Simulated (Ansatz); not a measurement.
## Geometry relaxation of C12Cl (part 2 of 3)

Continued. System: C12Cl (slab, 13 atoms in the cell). Method: DFT PBE, scalar-relativistic, plane waves, PAW, PAW set soft_1, no spin polarisation (Ansatz 0.2.0); cutoff 420 eV, 6×3×1 k-mesh, Gaussian smearing of 0.1 eV. The structure derives from a Materials Project entry. The input holds or restrains some coordinates. Forces given for the steps count only the free coordinates.

Geometry of the input (Å; fractional positions):
```
4.9327  0.0000  0.0000
-1.2332  8.7859  0.0000
0.0000  0.0000  20.2907
C  0.0197  0.0788  0.1971
C  0.5197  0.0788  0.1971
C  0.2746  0.0985  0.2312
C  0.7746  0.0985  0.2312
C  0.2845  0.1379  0.2992
C  0.7845  0.1379  0.2992
C  0.0393  0.1572  0.3324
C  0.5393  0.1572  0.3324
C  0.0497  0.1987  0.4035
C  0.5497  0.1987  0.4035
C  0.3041  0.2163  0.4332
C  0.8041  0.2163  0.4332
Cl 0.6791  0.9663  0.4254
```

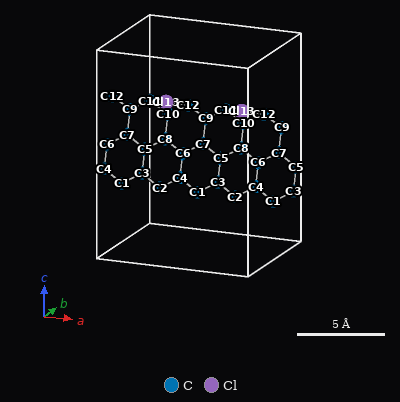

Figure 1. The geometry at step 5 of the log (ball-and-stick view of the 2 repeat of the cell, with the vacuum cut short, seen slightly off an axis; neighbours outside the cell are drawn fainter; atoms are numbered from 1 in the order of the input).

### What the program printed, continued
```
SCF iter   1: F=—  HF=-4076.914899 eV  |F-HF|=—  |Δ(HF+E_count)|=         —  Δρ=2.98e-3  dr2=6.16e-2  ethr=1.00e-4  p=-0.029 e·Å  D=-5.88e-3 V/Å  ΔV_dip=0.12 eV  dr2_dipole=5.45e-3  V_vac-E_F(+/−)=6.45/6.33 eV  ⟨swp⟩=1.3  Hψ=1434  notcnv=0  defer=65
efield: sawtooth ramp at fractional position 0.7952 (handed on by an earlier solve), width 0.0400; the density the first Hamiltonian is built on has a dipole p = -0.029 e·Å; the dipole correction subtracts the counter field D = -5.88e-3 V/Å, which shifts the + side's vacuum level by +0.12 eV against the − side's; the planar-averaged density in the ramp window peaks in size at 2.4e-7 e/Å³
preconditioner: auto → LDOS  [metal: Δε(μ)=0.035 eV  Ē_g=12.268 eV  σ=0.100 eV  W_gap=0.19  n_scr=84 (ndim 8)  ℏωp=9.3 eV  f_vac=0.772  D(μ)=12.61/eV (n_scr^D=68)  β→1.0]
SCF iter   2: F=—  HF=-4076.906721 eV  |F-HF|=—  |Δ(HF+E_count)|=   8.18e-3  Δρ=1.30e-3  dr2=3.41e-2  ethr=1.00e-4  p=-0.043 e·Å  D=-8.91e-3 V/Å  ΔV_dip=0.18 eV  dr2_dipole=5.78e-3  V_vac-E_F(+/−)=6.50/6.32 eV  ⟨swp⟩=2.1  Hψ=605  notcnv=0  defer=65
SCF iter   3: F=—  HF=-4076.904369 eV  |F-HF|=—  |Δ(HF+E_count)|=   2.35e-3  Δρ=4.67e-4  dr2=3.57e-3  ethr=6.21e-5  p=-0.042 e·Å  D=-8.60e-3 V/Å  ΔV_dip=0.17 eV  dr2_dipole=3.18e-4  V_vac-E_F(+/−)=6.50/6.33 eV  ⟨swp⟩=2.0  Hψ=433  notcnv=0  defer=65
SCF iter   4: F=—  HF=-4076.904229 eV  |F-HF|=—  |Δ(HF+E_count)|=   1.40e-4  Δρ=1.98e-4  dr2=6.18e-4  ethr=6.49e-6  p=-0.042 e·Å  D=-8.54e-3 V/Å  ΔV_dip=0.17 eV  dr2_dipole=8.49e-5  V_vac-E_F(+/−)=6.50/6.33 eV  ⟨swp⟩=2.4  Hψ=557  notcnv=0  defer=65
SCF iter   5: F=—  HF=-4076.904354 eV  |F-HF|=—  |Δ(HF+E_count)|=   1.25e-4  Δρ=1.67e-4  dr2=6.03e-4  ethr=1.12e-6  p=-0.041 e·Å  D=-8.50e-3 V/Å  ΔV_dip=0.17 eV  dr2_dipole=1.01e-4  V_vac-E_F(+/−)=6.50/6.33 eV  ⟨swp⟩=1.0  Hψ=368  notcnv=0  defer=65
SCF iter   6: F=-4076.904319 eV  HF=-4076.904370 eV  |F-HF|=5.10e-5  |Δ(HF+E_count)|=   1.63e-5  Δρ=6.09e-5  dr2=6.90e-5  ethr=1.82e-7  p=-0.041 e·Å  D=-8.50e-3 V/Å  ΔV_dip=0.17 eV  dr2_dipole=6.88e-6  V_vac-E_F(+/−)=6.50/6.33 eV  ⟨swp⟩=24.4  Hψ=4692  notcnv=0
SCF 2 converged in 6 iterations: F = -4076.904319 eV  dr2 = 6.90e-5
  greatest PAW one-centre occupation: 0.916 electrons in one spin orbital (limit 2), on the Cl atom at site 12 (counted from 0), in its partial waves of l = 0
relax step   2: F+E_penalty+E_count = -4076.90431911 eV  Δ(F+E_penalty+E_count) = -3.599e-1 eV  max|allowed force component| = 1.662e0 eV/Å  Δτ_max = 0.1950 Å  (6 SCF iters, dr2 threshold 1.00e-4 eV, accepted)
SCF iter   1: F=—  HF=-4077.207443 eV  |F-HF|=—  |Δ(HF+E_count)|=         —  Δρ=2.94e-3  dr2=5.62e-2  ethr=1.12e-3  p=-0.041 e·Å  D=-8.50e-3 V/Å  ΔV_dip=0.17 eV  dr2_dipole=2.11e-3  V_vac-E_F(+/−)=6.51/6.34 eV  ⟨swp⟩=3.9  Hψ=1013  notcnv=0  defer=69
efield: sawtooth ramp at fractional position 0.7952 (handed on by an earlier solve), width 0.0400; the density the first Hamiltonian is built on has a dipole p = -0.041 e·Å; the dipole correction subtracts the counter field D = -8.50e-3 V/Å, which shifts the + side's vacuum level by +0.17 eV against the − side's; the planar-averaged density in the ramp window peaks in size at 5.1e-7 e/Å³
preconditioner: auto → LDOS  [metal: Δε(μ)=0.030 eV  Ē_g=12.259 eV  σ=0.100 eV  W_gap=0.17  n_scr=84 (ndim 8)  ℏωp=9.3 eV  f_vac=0.771  D(μ)=12.98/eV (n_scr^D=68)  β→1.0]
SCF iter   2: F=—  HF=-4077.196204 eV  |F-HF|=—  |Δ(HF+E_count)|=   1.12e-2  Δρ=1.08e-3  dr2=1.57e-2  ethr=1.02e-4  p=-0.059 e·Å  D=-1.22e-2 V/Å  ΔV_dip=0.25 eV  dr2_dipole=1.77e-3  V_vac-E_F(+/−)=6.58/6.33 eV  ⟨swp⟩=2.0  Hψ=702  notcnv=0  defer=75
SCF iter   3: F=—  HF=-4077.195390 eV  |F-HF|=—  |Δ(HF+E_count)|=   8.13e-4  Δρ=5.64e-4  dr2=5.99e-3  ethr=2.86e-5  p=-0.060 e·Å  D=-1.23e-2 V/Å  ΔV_dip=0.25 eV  dr2_dipole=6.20e-4  V_vac-E_F(+/−)=6.58/6.34 eV  ⟨swp⟩=2.8  Hψ=550  notcnv=0  defer=75
SCF iter   4: F=—  HF=-4077.195105 eV  |F-HF|=—  |Δ(HF+E_count)|=   2.85e-4  Δρ=2.57e-4  dr2=1.20e-3  ethr=1.09e-5  p=-0.059 e·Å  D=-1.22e-2 V/Å  ΔV_dip=0.25 eV  dr2_dipole=1.65e-4  V_vac-E_F(+/−)=6.59/6.34 eV  ⟨swp⟩=1.0  Hψ=331  notcnv=0  defer=75
SCF iter   5: F=—  HF=-4077.195291 eV  |F-HF|=—  |Δ(HF+E_count)|=   1.86e-4  Δρ=1.73e-4  dr2=6.51e-4  ethr=2.17e-6  p=-0.060 e·Å  D=-1.23e-2 V/Å  ΔV_dip=0.25 eV  dr2_dipole=8.58e-5  V_vac-E_F(+/−)=6.59/6.34 eV  ⟨swp⟩=1.2  Hψ=355  notcnv=0  defer=75
SCF iter   6: F=-4077.195265 eV  HF=-4077.195269 eV  |F-HF|=4.31e-6  |Δ(HF+E_count)|=   2.15e-5  Δρ=4.28e-5  dr2=2.70e-5  ethr=1.82e-7  p=-0.060 e·Å  D=-1.24e-2 V/Å  ΔV_dip=0.25 eV  dr2_dipole=1.12e-9  V_vac-E_F(+/−)=6.59/6.34 eV  ⟨swp⟩=23.6  Hψ=4677  notcnv=0
SCF 3 converged in 6 iterations: F = -4077.195265 eV  dr2 = 2.70e-5
  greatest PAW one-centre occupation: 0.915 electrons in one spin orbital (limit 2), on the Cl atom at site 12 (counted from 0), in its partial waves of l = 0
relax step   3: F+E_penalty+E_count = -4077.19526493 eV  Δ(F+E_penalty+E_count) = -2.909e-1 eV  max|allowed force component| = 1.326e0 eV/Å  Δτ_max = 0.1950 Å  (6 SCF iters, dr2 threshold 1.00e-4 eV, accepted)
SCF iter   1: F=—  HF=-4077.440797 eV  |F-HF|=—  |Δ(HF+E_count)|=         —  Δρ=3.04e-3  dr2=6.51e-2  ethr=1.07e-3  p=-0.060 e·Å  D=-1.24e-2 V/Å  ΔV_dip=0.25 eV  dr2_dipole=7.50e-4  V_vac-E_F(+/−)=6.59/6.34 eV  ⟨swp⟩=4.0  Hψ=999  notcnv=0  defer=79
efield: sawtooth ramp at fractional position 0.7952 (handed on by an earlier solve), width 0.0400; the density the first Hamiltonian is built on has a dipole p = -0.060 e·Å; the dipole correction subtracts the counter field D = -1.24e-2 V/Å, which shifts the + side's vacuum level by +0.25 eV against the − side's; the planar-averaged density in the ramp window peaks in size at 5.3e-7 e/Å³
preconditioner: auto → LDOS  [metal: Δε(μ)=0.026 eV  Ē_g=12.246 eV  σ=0.100 eV  W_gap=0.15  n_scr=84 (ndim 8)  ℏωp=9.3 eV  f_vac=0.769  D(μ)=13.57/eV (n_scr^D=72)  β→1.0]
SCF iter   2: F=—  HF=-4077.427599 eV  |F-HF|=—  |Δ(HF+E_count)|=   1.32e-2  Δρ=1.01e-3  dr2=1.06e-2  ethr=1.18e-4  p=-0.081 e·Å  D=-1.66e-2 V/Å  ΔV_dip=0.34 eV  dr2_dipole=3.99e-4  V_vac-E_F(+/−)=6.68/6.34 eV  ⟨swp⟩=2.1  Hψ=684  notcnv=0  defer=79
SCF iter   3: F=—  HF=-4077.427542 eV  |F-HF|=—  |Δ(HF+E_count)|=   5.72e-5  Δρ=6.47e-4  dr2=9.02e-3  ethr=1.92e-5  p=-0.084 e·Å  D=-1.73e-2 V/Å  ΔV_dip=0.35 eV  dr2_dipole=1.18e-3  V_vac-E_F(+/−)=6.69/6.34 eV  ⟨swp⟩=2.0  Hψ=533  notcnv=0  defer=79
SCF iter   4: F=—  HF=-4077.427266 eV  |F-HF|=—  |Δ(HF+E_count)|=   2.76e-4  Δρ=3.46e-4  dr2=2.64e-3  ethr=1.64e-5  p=-0.084 e·Å  D=-1.74e-2 V/Å  ΔV_dip=0.35 eV  dr2_dipole=3.87e-4  V_vac-E_F(+/−)=6.69/6.34 eV  ⟨swp⟩=1.0  Hψ=331  notcnv=0  defer=79
SCF iter   5: F=—  HF=-4077.427394 eV  |F-HF|=—  |Δ(HF+E_count)|=   1.28e-4  Δρ=1.84e-4  dr2=7.39e-4  ethr=4.79e-6  p=-0.085 e·Å  D=-1.75e-2 V/Å  ΔV_dip=0.36 eV  dr2_dipole=1.02e-4  V_vac-E_F(+/−)=6.70/6.34 eV  ⟨swp⟩=1.0  Hψ=331  notcnv=0  defer=79
SCF iter   6: F=-4077.427373 eV  HF=-4077.427381 eV  |F-HF|=7.76e-6  |Δ(HF+E_count)|=   1.30e-5  Δρ=4.20e-5  dr2=2.47e-5  ethr=1.82e-7  p=-0.085 e·Å  D=-1.76e-2 V/Å  ΔV_dip=0.36 eV  dr2_dipole=2.49e-7  V_vac-E_F(+/−)=6.70/6.34 eV  ⟨swp⟩=23.7  Hψ=4647  notcnv=0
SCF 4 converged in 6 iterations: F = -4077.427373 eV  dr2 = 2.47e-5
  greatest PAW one-centre occupation: 0.914 electrons in one spin orbital (limit 2), on the Cl atom at site 12 (counted from 0), in its partial waves of l = 0
relax step   4: F+E_penalty+E_count = -4077.42737300 eV  Δ(F+E_penalty+E_count) = -2.321e-1 eV  max|allowed force component| = 9.955e-1 eV/Å  Δτ_max = 0.2000 Å  (6 SCF iters, dr2 threshold 1.00e-4 eV, accepted)
SCF iter   1: F=—  HF=-4077.603391 eV  |F-HF|=—  |Δ(HF+E_count)|=         —  Δρ=2.99e-3  dr2=7.19e-2  ethr=1.12e-3  p=-0.085 e·Å  D=-1.76e-2 V/Å  ΔV_dip=0.36 eV  dr2_dipole=4.87e-4  V_vac-E_F(+/−)=6.70/6.34 eV  ⟨swp⟩=3.9  Hψ=987  notcnv=0  defer=79
efield: sawtooth ramp at fractional position 0.7952 (handed on by an earlier solve), width 0.0400; the density the first Hamiltonian is built on has a dipole p = -0.085 e·Å; the dipole correction subtracts the counter field D = -1.76e-2 V/Å, which shifts the + side's vacuum level by +0.36 eV against the − side's; the planar-averaged density in the ramp window peaks in size at 2.6e-7 e/Å³
preconditioner: auto → LDOS  [metal: Δε(μ)=0.023 eV  Ē_g=12.228 eV  σ=0.100 eV  W_gap=0.13  n_scr=84 (ndim 8)  ℏωp=9.3 eV  f_vac=0.767  D(μ)=13.79/eV (n_scr^D=76)  β→1.0]
SCF iter   2: F=—  HF=-4077.590327 eV  |F-HF|=—  |Δ(HF+E_count)|=   1.31e-2  Δρ=1.01e-3  dr2=1.08e-2  ethr=1.31e-4  p=-0.109 e·Å  D=-2.24e-2 V/Å  ΔV_dip=0.46 eV  dr2_dipole=6.94e-5  V_vac-E_F(+/−)=6.80/6.34 eV  ⟨swp⟩=2.5  Hψ=640  notcnv=0  defer=79
SCF iter   3: F=—  HF=-4077.590212 eV  |F-HF|=—  |Δ(HF+E_count)|=   1.15e-4  Δρ=7.24e-4  dr2=1.14e-2  ethr=1.96e-5  p=-0.113 e·Å  D=-2.33e-2 V/Å  ΔV_dip=0.47 eV  dr2_dipole=1.45e-3  V_vac-E_F(+/−)=6.81/6.34 eV  ⟨swp⟩=2.0  Hψ=572  notcnv=0  defer=79
SCF iter   4: F=—  HF=-4077.589789 eV  |F-HF|=—  |Δ(HF+E_count)|=   4.23e-4  Δρ=3.83e-4  dr2=3.29e-3  ethr=1.96e-5  p=-0.114 e·Å  D=-2.35e-2 V/Å  ΔV_dip=0.48 eV  dr2_dipole=4.74e-4  V_vac-E_F(+/−)=6.82/6.34 eV  ⟨swp⟩=1.0  Hψ=331  notcnv=0  defer=79
SCF iter   5: F=—  HF=-4077.589888 eV  |F-HF|=—  |Δ(HF+E_count)|=   9.88e-5  Δρ=1.66e-4  dr2=6.51e-4  ethr=5.98e-6  p=-0.116 e·Å  D=-2.38e-2 V/Å  ΔV_dip=0.48 eV  dr2_dipole=1.05e-4  V_vac-E_F(+/−)=6.83/6.34 eV  ⟨swp⟩=1.0  Hψ=331  notcnv=0  defer=79
SCF iter   6: F=-4077.589895 eV  HF=-4077.589895 eV  |F-HF|=2.73e-7  |Δ(HF+E_count)|=   6.69e-6  Δρ=3.02e-5  dr2=1.28e-5  ethr=1.82e-7  p=-0.116 e·Å  D=-2.39e-2 V/Å  ΔV_dip=0.49 eV  dr2_dipole=4.47e-7  V_vac-E_F(+/−)=6.83/6.34 eV  ⟨swp⟩=23.6  Hψ=4545  notcnv=0
SCF 5 converged in 6 iterations: F = -4077.589895 eV  dr2 = 1.28e-5
  greatest PAW one-centre occupation: 0.913 electrons in one spin orbital (limit 2), on the Cl atom at site 12 (counted from 0), in its partial waves of l = 0
relax step   5: F+E_penalty+E_count = -4077.58989453 eV  Δ(F+E_penalty+E_count) = -1.625e-1 eV  max|allowed force component| = 6.704e-1 eV/Å  Δτ_max = 0.1950 Å  (6 SCF iters, dr2 threshold 1.00e-4 eV, accepted)
SCF iter   1: F=—  HF=-4077.704514 eV  |F-HF|=—  |Δ(HF+E_count)|=         —  Δρ=3.03e-3  dr2=8.04e-2  ethr=1.37e-3  p=-0.116 e·Å  D=-2.39e-2 V/Å  ΔV_dip=0.49 eV  dr2_dipole=8.59e-4  V_vac-E_F(+/−)=6.83/6.34 eV  ⟨swp⟩=4.0  Hψ=1139  notcnv=0  defer=79
efield: sawtooth ramp at fractional position 0.7952 (handed on by an earlier solve), width 0.0400; the density the first Hamiltonian is built on has a dipole p = -0.116 e·Å; the dipole correction subtracts the counter field D = -2.39e-2 V/Å, which shifts the + side's vacuum level by +0.49 eV against the − side's; the planar-averaged density in the ramp window peaks in size at 4.4e-7 e/Å³
preconditioner: auto → LDOS  [metal: Δε(μ)=0.021 eV  Ē_g=12.206 eV  σ=0.100 eV  W_gap=0.12  n_scr=84 (ndim 8)  ℏωp=9.3 eV  f_vac=0.765  D(μ)=13.61/eV (n_scr^D=72)  β→1.0]
SCF iter   2: F=—  HF=-4077.691169 eV  |F-HF|=—  |Δ(HF+E_count)|=   1.33e-2  Δρ=1.03e-3  dr2=1.12e-2  ethr=1.46e-4  p=-0.145 e·Å  D=-2.99e-2 V/Å  ΔV_dip=0.61 eV  dr2_dipole=5.99e-6  V_vac-E_F(+/−)=6.94/6.34 eV  ⟨swp⟩=2.0  Hψ=530  notcnv=0  defer=79
SCF iter   3: F=—  HF=-4077.690898 eV  |F-HF|=—  |Δ(HF+E_count)|=   2.71e-4  Δρ=7.75e-4  dr2=1.28e-2  ethr=2.05e-5  p=-0.149 e·Å  D=-3.06e-2 V/Å  ΔV_dip=0.62 eV  dr2_dipole=1.41e-3  V_vac-E_F(+/−)=6.96/6.33 eV  ⟨swp⟩=2.0  Hψ=581  notcnv=0  defer=79
SCF iter   4: F=—  HF=-4077.690207 eV  |F-HF|=—  |Δ(HF+E_count)|=   6.91e-4  Δρ=3.70e-4  dr2=2.90e-3  ethr=2.05e-5  p=-0.150 e·Å  D=-3.09e-2 V/Å  ΔV_dip=0.63 eV  dr2_dipole=3.76e-4  V_vac-E_F(+/−)=6.96/6.34 eV  ⟨swp⟩=1.0  Hψ=331  notcnv=0  defer=79
SCF iter   5: F=—  HF=-4077.690388 eV  |F-HF|=—  |Δ(HF+E_count)|=   1.82e-4  Δρ=1.49e-4  dr2=4.99e-4  ethr=5.28e-6  p=-0.152 e·Å  D=-3.14e-2 V/Å  ΔV_dip=0.64 eV  dr2_dipole=8.75e-5  V_vac-E_F(+/−)=6.97/6.34 eV  ⟨swp⟩=2.0  Hψ=350  notcnv=0  defer=79
SCF iter   6: F=-4077.690382 eV  HF=-4077.690383 eV  |F-HF|=1.23e-6  |Δ(HF+E_count)|=   5.07e-6  Δρ=3.01e-5  dr2=1.54e-5  ethr=1.82e-7  p=-0.153 e·Å  D=-3.14e-2 V/Å  ΔV_dip=0.64 eV  dr2_dipole=2.71e-6  V_vac-E_F(+/−)=6.97/6.34 eV  ⟨swp⟩=23.4  Hψ=4546  notcnv=0
SCF 6 converged in 6 iterations: F = -4077.690382 eV  dr2 = 1.54e-5
relax step   6: F+E_penalty+E_count = -4077.69038202 eV  Δ(F+E_penalty+E_count) = -1.005e-1 eV  max|allowed force component| = 3.343e-1 eV/Å  Δτ_max = 0.2000 Å  (6 SCF iters, dr2 threshold 1.00e-4 eV, accepted)
SCF iter   1: F=—  HF=-4077.737617 eV  |F-HF|=—  |Δ(HF+E_count)|=         —  Δρ=2.95e-3  dr2=8.09e-2  ethr=1.46e-3  p=-0.153 e·Å  D=-3.14e-2 V/Å  ΔV_dip=0.64 eV  dr2_dipole=2.19e-3  V_vac-E_F(+/−)=6.97/6.34 eV  ⟨swp⟩=4.0  Hψ=936  notcnv=0  defer=79
efield: sawtooth ramp at fractional position 0.7952 (handed on by an earlier solve), width 0.0400; the density the first Hamiltonian is built on has a dipole p = -0.153 e·Å; the dipole correction subtracts the counter field D = -3.14e-2 V/Å, which shifts the + side's vacuum level by +0.64 eV against the − side's; the planar-averaged density in the ramp window peaks in size at 5.0e-7 e/Å³
preconditioner: auto → LDOS  [metal: Δε(μ)=0.020 eV  Ē_g=12.183 eV  σ=0.100 eV  W_gap=0.11  n_scr=84 (ndim 8)  ℏωp=9.3 eV  f_vac=0.763  D(μ)=13.31/eV (n_scr^D=68)  β→1.0]
SCF iter   2: F=—  HF=-4077.725583 eV  |F-HF|=—  |Δ(HF+E_count)|=   1.20e-2  Δρ=9.72e-4  dr2=9.29e-3  ethr=1.47e-4  p=-0.185 e·Å  D=-3.82e-2 V/Å  ΔV_dip=0.77 eV  dr2_dipole=2.82e-5  V_vac-E_F(+/−)=7.10/6.33 eV  ⟨swp⟩=2.0  Hψ=666  notcnv=0  defer=79
SCF iter   3: F=—  HF=-4077.725244 eV  |F-HF|=—  |Δ(HF+E_count)|=   3.39e-4  Δρ=6.98e-4  dr2=1.01e-2  ethr=1.69e-5  p=-0.187 e·Å  D=-3.85e-2 V/Å  ΔV_dip=0.78 eV  dr2_dipole=7.97e-4  V_vac-E_F(+/−)=7.11/6.33 eV  ⟨swp⟩=2.2  Hψ=572  notcnv=0  defer=79
SCF iter   4: F=—  HF=-4077.724485 eV  |F-HF|=—  |Δ(HF+E_count)|=   7.59e-4  Δρ=2.85e-4  dr2=1.74e-3  ethr=1.69e-5  p=-0.190 e·Å  D=-3.90e-2 V/Å  ΔV_dip=0.79 eV  dr2_dipole=2.36e-4  V_vac-E_F(+/−)=7.12/6.33 eV  ⟨swp⟩=2.0  Hψ=356  notcnv=0  defer=79
SCF iter   5: F=—  HF=-4077.724626 eV  |F-HF|=—  |Δ(HF+E_count)|=   1.41e-4  Δρ=1.59e-4  dr2=5.63e-4  ethr=3.16e-6  p=-0.191 e·Å  D=-3.93e-2 V/Å  ΔV_dip=0.80 eV  dr2_dipole=8.04e-5  V_vac-E_F(+/−)=7.13/6.33 eV  ⟨swp⟩=1.0  Hψ=331  notcnv=0  defer=79
SCF iter   6: F=-4077.724630 eV  HF=-4077.724624 eV  |F-HF|=5.78e-6  |Δ(HF+E_count)|=   2.32e-6  Δρ=2.33e-5  dr2=5.77e-6  ethr=5.05e-8  p=-0.192 e·Å  D=-3.94e-2 V/Å  ΔV_dip=0.80 eV  dr2_dipole=1.04e-7  V_vac-E_F(+/−)=7.13/6.33 eV  ⟨swp⟩=23.7  Hψ=4564  notcnv=0
SCF 7 converged in 6 iterations: F = -4077.724630 eV  dr2 = 5.77e-6
  greatest PAW one-centre occupation: 0.912 electrons in one spin orbital (limit 2), on the Cl atom at site 12 (counted from 0), in its partial waves of l = 0
relax step   7: F+E_penalty+E_count = -4077.72462984 eV  Δ(F+E_penalty+E_count) = -3.425e-2 eV  max|allowed force component| = 1.187e-2 eV/Å  Δτ_max = 0.2000 Å  (6 SCF iters, dr2 threshold 2.78e-5 eV, accepted)
iter 1 solved again at ethr=1.04e-8 eV; its pass at ethr=3.10e-3 eV (dr2=5.73e-6 eV) is discarded
```
